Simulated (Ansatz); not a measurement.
Geometry relaxation, with input and output: TiO (part 1 of 2)

The run: geometry relaxation of TiO (P-62m, 6 atoms in the cell). Method and program: DFT PBEsol, scalar-relativistic, plane waves, PAW, no spin polarisation (Ansatz 0.2.0).

The structure derives from a Materials Project entry. Figures and captions count atoms from 1; the log counts them from 0 in places.

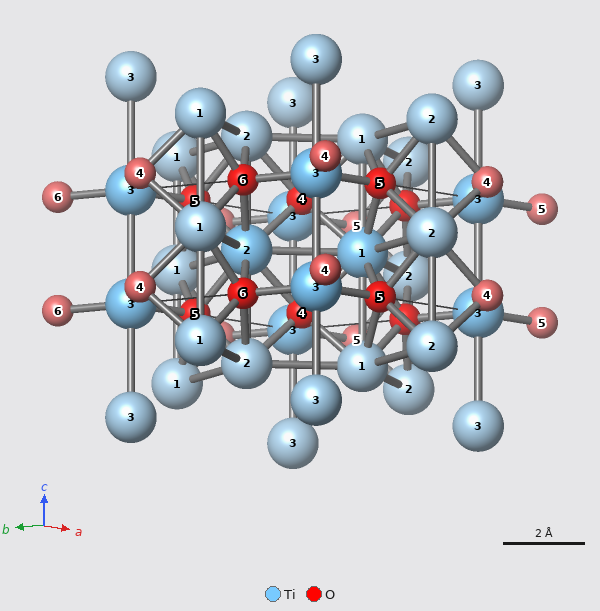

**Figure 1.** The starting structure (ball-and-stick view of the cell of the calculation, seen at an oblique angle; neighbours outside the cell are drawn fainter; atoms are numbered from 1 in the order of the input). An atom can appear more than once, as a periodic image.

Key numbers

```csv
quantity,value
outcome,converged
space group (tolerance 0.01 Å),P-62m (189)
electrons treated,54
free energy,−9112.8331 eV
Fermi energy,16.412 eV
gap on the k-point mesh,none (metallic)
pressure,0.00 GPa
final volume,60.38 Å³
largest force (length of the vector) at the end,under 0.001 eV/Å
final cell,"a = 4.958 Å, b = 4.958 Å, c = 2.836 Å, α = 90.00°, β = 90.00°, γ = 120.00°"
hardware,"2 threads of Arm Neoverse V2, 24 GiB of memory available, shared host"
wall time,87 s (CPU time 2.9 min)
peak memory,0.49 GiB
```

The input
```yaml
crystal:
  lattice:
    - [4.989087772, 0.0, 0.0]
    - [-2.494543886, 4.3206767523, 0.0]
    - [0.0, 0.0, 2.87331344]
  atoms:
    - { symbol: Ti, position: [0.66666667, 0.33333333, 0.5] }
    - { symbol: Ti, position: [0.33333333, 0.66666667, 0.5] }
    - { symbol: Ti, position: [0.0, 0.0, 0.0] }
    - { symbol: O, position: [0.60555924, 0.60555924, 0.0] }
    - { symbol: O, position: [0.39444076, 0.0, 0.0] }
    - { symbol: O, position: [0.0, 0.39444076, 0.0] }
basis:
  ecutwfc: 420
kpoints:
  mp_grid: { grid: [12, 12, 12] }
hamiltonian:
  xc: pbesol
scf:
  occupations: { method: gaussian, width: 0.1 }
output:
  forces: true
  stress: true
  eigenvalues: true
  write_density: true
  write_potential: true
  elf: true
  volumetric_format: npy
relax:
  adjacent_minimum: "off"
  f_tol: 0.005
  max_steps: 80
  cell: { stress_tol: 0.05 }
```

Command:
```bash
ansatz run input.yaml --threads 2 --pin off --max-ram 5120MiB --backend cpu --events-out ev --progress --plain --runs-dir out
```

Output
```
Engine: ansatz 0.2.0, aarch64-unknown-linux-gnu
Pseudopotentials: kind: paw
Pseudopotential: Ti, paw, valence charge 12, recommended cutoff 420 eV (normal), Ti.paw.azcp
Pseudopotential: O, paw, valence charge 6, recommended cutoff 420 eV (normal), O.paw.azcp
Functional definition: PBEsol
  exchange = pbesol_x
  correlation = pbesol_c
Crystal: 6 atoms, lattice volume = 61.938 Å³
Basis set: ecut = 420 eV, 1251 PW (Γ), exchange–correlation on 72×72×40 points (8 copies of the dense FFT grid, shifted against one another)
Bands: 33, of which v1, the nominal top of the filled ones, is band 27 counted from 1 (26 counted from 0)
Symmetry: 12 space group operations
Space group: P-62m (ITA 189), of the structure as read, at distance tolerance 4.0e-5 Å
k-points: 133 of 1728 (time reversal used)
Non-local potential: Ti, projectors of the file, l = 0: 3, l = 1: 2, l = 2: 3, l = 3: 1
Non-local potential: O, projectors of the file, l = 0: 2, l = 1: 2, l = 2: 1
PAW form: soft (Blöchl's): semilocal exchange-correlation on the pseudo side does not see the compensation charge
PAW frozen core: Ti, regenerated for the run's functional, and the local potential with it (the file was generated under x = pbe(κ = 0.804, μ = 0.2195149727645171), c = pbe(β = 0.06672455060314922))
PAW frozen core: O, regenerated for the run's functional, and the local potential with it (the file was generated under x = pbe(κ = 0.804, μ = 0.2195149727645171), c = pbe(β = 0.06672455060314922))
PAW one-centre angular grid: Ti, 590 points (default); XC on 64 Gauss nodes
PAW one-centre angular grid: O, 110 points (default); XC on 64 Gauss nodes
Initial density: superposition of atomic densities (neutral atoms: chi_scale 0, normalization atom), corrected by the library's trained network
Initial wavefunctions: pseudopotential atomic-orbital guess
Functional: x = pbesol(κ = 0.804, μ = 0.12345679012345678), c = pbesol(β = 0.046)
SCF iter   1: F=—  HF=-9112.828022 eV  |F-HF|=—  |Δ(HF+E_count)|=         —  Δρ=1.45e-2  dr2=9.28e-2  ethr=1.77e-3  ⟨swp⟩=4.5  Hψ=16967  notcnv=0
preconditioner: auto → Kerker (q_TF=auto, 2.667 Å⁻¹)  [metal: Δε(μ)=0.039 eV  Ē_g=9.841 eV  σ=0.100 eV  W_gap=0.21  n_scr=26 (ndim 8)  ℏωp=25.8 eV  f_vac=0.000  D(μ)=0.72/eV (n_scr^D=0)]
SCF iter   2: F=—  HF=-9112.806565 eV  |F-HF|=—  |Δ(HF+E_count)|=   2.15e-2  Δρ=5.83e-3  dr2=1.79e-2  ethr=1.72e-4  ⟨swp⟩=2.0  Hψ=7657  notcnv=0  defer=150
SCF iter   3: F=—  HF=-9112.803265 eV  |F-HF|=—  |Δ(HF+E_count)|=   3.30e-3  Δρ=1.81e-3  dr2=2.10e-3  ethr=3.32e-5  ⟨swp⟩=2.3  Hψ=6456  notcnv=0  defer=150
SCF iter   4: F=—  HF=-9112.802900 eV  |F-HF|=—  |Δ(HF+E_count)|=   3.65e-4  Δρ=4.99e-4  dr2=1.68e-4  ethr=3.88e-6  ⟨swp⟩=2.4  Hψ=6103  notcnv=0  defer=150
SCF iter   5: F=—  HF=-9112.802863 eV  |F-HF|=—  |Δ(HF+E_count)|=   3.70e-5  Δρ=1.56e-4  dr2=1.41e-5  ethr=3.10e-7  ⟨swp⟩=2.2  Hψ=6363  notcnv=0  defer=150
SCF iter   6: F=—  HF=-9112.802764 eV  |F-HF|=—  |Δ(HF+E_count)|=   9.90e-5  Δρ=3.16e-5  dr2=6.72e-7  ethr=2.61e-8  ⟨swp⟩=2.2  Hψ=6238  notcnv=0  defer=150
SCF iter   7: F=-9112.802763 eV  HF=-9112.802763 eV  |F-HF|=2.38e-8  |Δ(HF+E_count)|=   6.36e-8  Δρ=7.79e-6  dr2=4.91e-8  ethr=1.85e-10  ⟨swp⟩=12.4  Hψ=28523  notcnv=0
SCF 1 converged in 7 iterations: F = -9112.802763 eV  dr2 = 4.91e-8
  greatest PAW one-centre occupation: 0.999 electrons in one spin orbital (limit 2), on the Ti atom at site 2 (counted from 0), in its partial waves of l = 0
relax step   1: F+E_penalty+E_count = -9112.80276346 eV  Δ(F+E_penalty+E_count) = +0.000e0 eV  max|allowed force component| = 2.958e-2 eV/Å  Δτ_max = 0.0000 Å  P = -5.760 GPa  Ω = 61.938 Å³  (7 SCF iters, dr2 threshold 1.00e-7 eV, accepted)
Crystal: 6 atoms, lattice volume = 60.830 Å³
Basis set: ecut = 420 eV, 1215 PW (Γ), exchange–correlation on 72×72×40 points (8 copies of the dense FFT grid, shifted against one another)
Initial density: handed on by an earlier stage of this run
Initial wavefunctions: those handed on with the density
iter 1 solved again at ethr=1.03e-5 eV; its pass at ethr=3.10e-3 eV (dr2=5.55e-3 eV) is discarded
SCF iter   1: F=—  HF=-9112.835136 eV  |F-HF|=—  |Δ(HF+E_count)|=         —  Δρ=2.31e-3  dr2=5.61e-3  ethr=1.03e-5  ⟨swp⟩=1.3  Hψ=23078  notcnv=0
preconditioner: auto → Kerker (q_TF=auto, 2.675 Å⁻¹)  [metal: Δε(μ)=0.026 eV  Ē_g=9.970 eV  σ=0.100 eV  W_gap=0.14  n_scr=26 (ndim 8)  ℏωp=26.1 eV  f_vac=0.000  D(μ)=0.68/eV (n_scr^D=0)]
SCF iter   2: F=—  HF=-9112.834659 eV  |F-HF|=—  |Δ(HF+E_count)|=   4.77e-4  Δρ=9.07e-4  dr2=1.01e-3  ethr=1.03e-5  ⟨swp⟩=1.6  Hψ=4513  notcnv=0
SCF iter   3: F=—  HF=-9112.834546 eV  |F-HF|=—  |Δ(HF+E_count)|=   1.12e-4  Δρ=3.01e-4  dr2=6.00e-5  ethr=1.86e-6  ⟨swp⟩=2.0  Hψ=4715  notcnv=0
SCF iter   4: F=—  HF=-9112.834443 eV  |F-HF|=—  |Δ(HF+E_count)|=   1.03e-4  Δρ=1.26e-4  dr2=1.00e-5  ethr=1.11e-7  ⟨swp⟩=2.0  Hψ=6443  notcnv=0
SCF iter   5: F=—  HF=-9112.834442 eV  |F-HF|=—  |Δ(HF+E_count)|=   1.80e-6  Δρ=3.20e-5  dr2=7.06e-7  ethr=1.86e-8  ⟨swp⟩=2.0  Hψ=5952  notcnv=0
SCF iter   6: F=-9112.834442 eV  HF=-9112.834442 eV  |F-HF|=3.07e-8  |Δ(HF+E_count)|=   3.93e-8  Δρ=9.20e-6  dr2=5.35e-8  ethr=1.11e-9  ⟨swp⟩=10.3  Hψ=28331  notcnv=0
SCF 2 converged in 6 iterations: F = -9112.834442 eV  dr2 = 5.35e-8
  Residual-converged pass: ⟨swp⟩=1.0  Hψ=4923  notcnv=0  max |occ|·‖R‖ = 7.1e-9 eV (tolerance 1.0e-8 eV)  dr2=5.35e-8  dr2_onsite=4.48e-9  max |Δocc| = 9.5e-11
  greatest PAW one-centre occupation: 0.999 electrons in one spin orbital (limit 2), on the Ti atom at site 1 (counted from 0), in its partial waves of l = 0
relax step   2: F+E_penalty+E_count = -9112.83444162 eV  Δ(F+E_penalty+E_count) = -3.168e-2 eV  max|allowed force component| = 1.727e-2 eV/Å  Δτ_max = 0.0009 Å  P = -1.583 GPa  Ω = 60.830 Å³  energy of the carried Pulay correction = +4.326e-3 eV  (6 SCF iters, dr2 threshold 6.00e-7 eV, accepted)
Crystal: 6 atoms, lattice volume = 60.401 Å³
Basis set: ecut = 420 eV, 1191 PW (Γ), exchange–correlation on 72×72×40 points (8 copies of the dense FFT grid, shifted against one another)
iter 1 solved again at ethr=2.11e-6 eV; its pass at ethr=3.10e-3 eV (dr2=1.14e-3 eV) is discarded
SCF iter   1: F=—  HF=-9112.838473 eV  |F-HF|=—  |Δ(HF+E_count)|=         —  Δρ=1.05e-3  dr2=1.14e-3  ethr=2.11e-6  ⟨swp⟩=2.6  Hψ=23562  notcnv=0
preconditioner: auto → Kerker (q_TF=auto, 2.678 Å⁻¹)  [metal: Δε(μ)=0.004 eV  Ē_g=10.021 eV  σ=0.100 eV  W_gap=0.02  n_scr=26 (ndim 8)  ℏωp=26.2 eV  f_vac=0.000  D(μ)=0.67/eV (n_scr^D=0)]
SCF iter   2: F=—  HF=-9112.838372 eV  |F-HF|=—  |Δ(HF+E_count)|=   1.00e-4  Δρ=3.78e-4  dr2=1.96e-4  ethr=2.11e-6  ⟨swp⟩=1.6  Hψ=4505  notcnv=0
SCF iter   3: F=—  HF=-9112.838264 eV  |F-HF|=—  |Δ(HF+E_count)|=   1.08e-4  Δρ=1.22e-4  dr2=1.15e-5  ethr=3.63e-7  ⟨swp⟩=1.9  Hψ=4667  notcnv=0
SCF iter   4: F=—  HF=-9112.838262 eV  |F-HF|=—  |Δ(HF+E_count)|=   1.82e-6  Δρ=5.05e-5  dr2=1.91e-6  ethr=2.13e-8  ⟨swp⟩=2.0  Hψ=6461  notcnv=0
iter 5 did not close the SCF: its close was put off for the readings that it lacked (scf_convergence_deferred on its scf_iter line)
SCF iter   5: F=-9112.838262 eV  HF=-9112.838262 eV  |F-HF|=5.98e-8  |Δ(HF+E_count)|=   3.96e-7  Δρ=1.35e-5  dr2=1.33e-7  ethr=3.53e-9  ⟨swp⟩=2.0  Hψ=5929  notcnv=0
SCF iter   6: F=-9112.838262 eV  HF=-9112.838262 eV  |F-HF|=5.86e-9  |Δ(HF+E_count)|=   1.66e-8  Δρ=3.88e-6  dr2=9.06e-9  ethr=2.47e-10  ⟨swp⟩=6.1  Hψ=24658  notcnv=0
SCF 3 converged in 6 iterations: F = -9112.838262 eV  dr2 = 9.06e-9
relax step   3: F+E_penalty+E_count = -9112.83826207 eV  Δ(F+E_penalty+E_count) = -3.820e-3 eV  max|allowed force component| = 8.983e-3 eV/Å  Δτ_max = 0.0017 Å  P = +0.096 GPa  Ω = 60.401 Å³  energy of the carried Pulay correction = +6.020e-3 eV  (6 SCF iters, dr2 threshold 6.00e-7 eV, accepted)
Crystal: 6 atoms, lattice volume = 60.421 Å³
iter 1 solved again at ethr=7.20e-9 eV; its pass at ethr=3.10e-3 eV (dr2=3.89e-6 eV) is discarded
SCF iter   1: F=—  HF=-9112.838296 eV  |F-HF|=—  |Δ(HF+E_count)|=         —  Δρ=7.38e-5  dr2=4.15e-6  ethr=7.20e-9  ⟨swp⟩=2.2  Hψ=22836  notcnv=0
preconditioner: auto → Kerker (q_TF=auto, 2.678 Å⁻¹)  [metal: Δε(μ)=0.007 eV  Ē_g=10.017 eV  σ=0.100 eV  W_gap=0.04  n_scr=26 (ndim 8)  ℏωp=26.2 eV  f_vac=0.000  D(μ)=0.67/eV (n_scr^D=0)]
SCF iter   2: F=—  HF=-9112.838197 eV  |F-HF|=—  |Δ(HF+E_count)|=   9.88e-5  Δρ=3.16e-5  dr2=7.06e-7  ethr=7.20e-9  ⟨swp⟩=1.7  Hψ=4576  notcnv=0
SCF iter   3: F=—  HF=-9112.838197 eV  |F-HF|=—  |Δ(HF+E_count)|=   1.33e-7  Δρ=1.12e-5  dr2=7.24e-8  ethr=1.31e-9  ⟨swp⟩=1.8  Hψ=4625  notcnv=0
iter 4 did not close the SCF: its close was put off for the readings that it lacked (scf_convergence_deferred on its scf_iter line)
SCF iter   4: F=-9112.838197 eV  HF=-9112.838197 eV  |F-HF|=8.67e-9  |Δ(HF+E_count)|=   1.76e-8  Δρ=4.49e-6  dr2=1.20e-8  ethr=1.34e-10  ⟨swp⟩=2.0  Hψ=6354  notcnv=0
iter 5 did not close the SCF: its close was put off for the readings that it lacked (scf_convergence_deferred on its scf_iter line)
SCF iter   5: F=-9112.838197 eV  HF=-9112.838197 eV  |F-HF|=5.11e-10  |Δ(HF+E_count)|=   2.57e-9  Δρ=1.11e-6  dr2=8.48e-10  ethr=2.22e-11  ⟨swp⟩=2.0  Hψ=5721  notcnv=0
SCF iter   6: F=-9112.838197 eV  HF=-9112.838197 eV  |F-HF|=4.18e-11  |Δ(HF+E_count)|=  2.73e-11  Δρ=3.37e-7  dr2=5.84e-11  ethr=1.57e-12  ⟨swp⟩=4.3  Hψ=20146  notcnv=0
SCF 4 converged in 6 iterations: F = -9112.838197 eV  dr2 = 5.84e-11
relax step   4: F+E_penalty+E_count = -9112.83819693 eV  Δ(F+E_penalty+E_count) = +6.515e-5 eV  max|allowed force component| = 4.102e-3 eV/Å  Δτ_max = 0.0002 Å  P = +0.009 GPa  Ω = 60.421 Å³  energy of the carried Pulay correction = +5.940e-3 eV  (6 SCF iters, accepted)
Initial wavefunctions: pseudopotential atomic-orbital guess (no wavefunctions were taken with the density)
iter 1 solved again at ethr=1.78e-8 eV; its pass at ethr=3.10e-3 eV (dr2=9.63e-6 eV) is discarded
SCF iter   1: F=—  HF=-9112.833164 eV  |F-HF|=—  |Δ(HF+E_count)|=         —  Δρ=2.00e-4  dr2=3.58e-6  ethr=1.78e-8  ⟨swp⟩=4.1  Hψ=28613  notcnv=0
SCF iter   2: F=—  HF=-9112.833074 eV  |F-HF|=—  |Δ(HF+E_count)|=   9.05e-5  Δρ=9.75e-5  dr2=7.81e-7  ethr=6.63e-9  ⟨swp⟩=2.0  Hψ=6000  notcnv=0
SCF iter   3: F=—  HF=-9112.833075 eV  |F-HF|=—  |Δ(HF+E_count)|=   7.58e-7  Δρ=2.40e-5  dr2=5.05e-8  ethr=1.45e-9  ⟨swp⟩=2.4  Hψ=5716  notcnv=0
SCF iter   4: F=—  HF=-9112.833075 eV  |F-HF|=—  |Δ(HF+E_count)|=   4.61e-8  Δρ=1.09e-6  dr2=4.70e-10  ethr=9.35e-11  ⟨swp⟩=2.1  Hψ=5671  notcnv=0
SCF iter   5: F=—  HF=-9112.833075 eV  |F-HF|=—  |Δ(HF+E_count)|=  9.09e-12  Δρ=3.73e-7  dr2=8.52e-11  ethr=1.00e-12  ⟨swp⟩=2.3  Hψ=5997  notcnv=0
SCF iter   6: F=-9112.833075 eV  HF=-9112.833075 eV  |F-HF|=5.46e-12  |Δ(HF+E_count)|=  2.00e-11  Δρ=9.93e-8  dr2=7.03e-12  ethr=1.00e-12  ⟨swp⟩=5.9  Hψ=17374  notcnv=0
SCF 5 converged in 6 iterations: F = -9112.833075 eV  dr2 = 7.03e-12
relax step   5: F+E_penalty+E_count = -9112.83307460 eV  Δ(F+E_penalty+E_count) = +5.122e-3 eV  max|allowed force component| = 3.982e-3 eV/Å  Δτ_max = 0.0000 Å  P = -0.144 GPa  Ω = 60.421 Å³  stress off target by 1.98e-1 GPa  SCF on the basis re-selected at this cell (its energy is not comparable with the rows above)  (6 SCF iters)
basis re-selected at this cell: Δ(F+E_penalty+E_count) = +5.122e-3 eV, ΔP = -0.152 GPa vs the last step (what re-selecting the basis moved, of the pressure what is left beyond the Pulay correction that the steps carried, after the strain that the cell walked since its last selection, with what the two solves' SCF thresholds leave and, on support functions, any second-order correction that the steps lacked; it is no measure of the basis error at this ecutwfc). This SCF's stress stands 1.98e-1 GPa from its target on what of the cell is left free (relax.cell.stress_tol is 5.00e-2 GPa) and its largest allowed force component is 3.98e-3 eV/Å (relax.f_tol is 5.00e-3 eV/Å): not within both, so this SCF does not close the relaxation
Crystal: 6 atoms, lattice volume = 60.384 Å³
iter 1 solved again at ethr=3.60e-8 eV; its pass at ethr=3.10e-3 eV (dr2=1.94e-5 eV) is discarded
SCF iter   1: F=—  HF=-9112.833340 eV  |F-HF|=—  |Δ(HF+E_count)|=         —  Δρ=1.32e-4  dr2=1.99e-5  ethr=3.60e-8  ⟨swp⟩=2.8  Hψ=22835  notcnv=0
preconditioner: auto → Kerker (q_TF=auto, 2.678 Å⁻¹)  [metal: Δε(μ)=0.007 eV  Ē_g=10.022 eV  σ=0.100 eV  W_gap=0.04  n_scr=26 (ndim 8)  ℏωp=26.2 eV  f_vac=0.000  D(μ)=0.67/eV (n_scr^D=0)]
SCF iter   2: F=—  HF=-9112.833240 eV  |F-HF|=—  |Δ(HF+E_count)|=   1.00e-4  Δρ=4.85e-5  dr2=3.19e-6  ethr=3.60e-8  ⟨swp⟩=1.7  Hψ=4546  notcnv=0
SCF iter   3: F=—  HF=-9112.833239 eV  |F-HF|=—  |Δ(HF+E_count)|=   3.90e-7  Δρ=1.50e-5  dr2=1.64e-7  ethr=5.90e-9  ⟨swp⟩=1.9  Hψ=4635  notcnv=0
iter 4 did not close the SCF: its close was put off for the readings that it lacked (scf_convergence_deferred on its scf_iter line)
SCF iter   4: F=-9112.833239 eV  HF=-9112.833239 eV  |F-HF|=2.15e-8  |Δ(HF+E_count)|=   3.00e-8  Δρ=6.67e-6  dr2=2.93e-8  ethr=3.04e-10  ⟨swp⟩=2.0  Hψ=6459  notcnv=0
iter 5 did not close the SCF: its close was put off for the readings that it lacked (scf_convergence_deferred on its scf_iter line)
SCF iter   5: F=-9112.833239 eV  HF=-9112.833239 eV  |F-HF|=1.69e-9  |Δ(HF+E_count)|=   6.22e-9  Δρ=1.96e-6  dr2=2.84e-9  ethr=5.42e-11  ⟨swp⟩=2.0  Hψ=5863  notcnv=0
SCF iter   6: F=-9112.833239 eV  HF=-9112.833239 eV  |F-HF|=2.15e-10  |Δ(HF+E_count)|=  3.57e-10  Δρ=6.98e-7  dr2=2.90e-10  ethr=5.27e-12  ⟨swp⟩=4.7  Hψ=20760  notcnv=0
SCF 6 converged in 6 iterations: F = -9112.833239 eV  dr2 = 2.90e-10
relax step   6: F+E_penalty+E_count = -9112.83323936 eV  Δ(F+E_penalty+E_count) = -1.648e-4 eV  max|allowed force component| = 3.264e-4 eV/Å  Δτ_max = 0.0003 Å  P = -0.001 GPa  Ω = 60.384 Å³  energy of the carried Pulay correction = +1.439e-4 eV  (6 SCF iters, dr2 threshold 9.79e-8 eV, accepted)
iter 1 solved again at ethr=1.01e-8 eV; its pass at ethr=3.10e-3 eV (dr2=5.44e-6 eV) is discarded
```
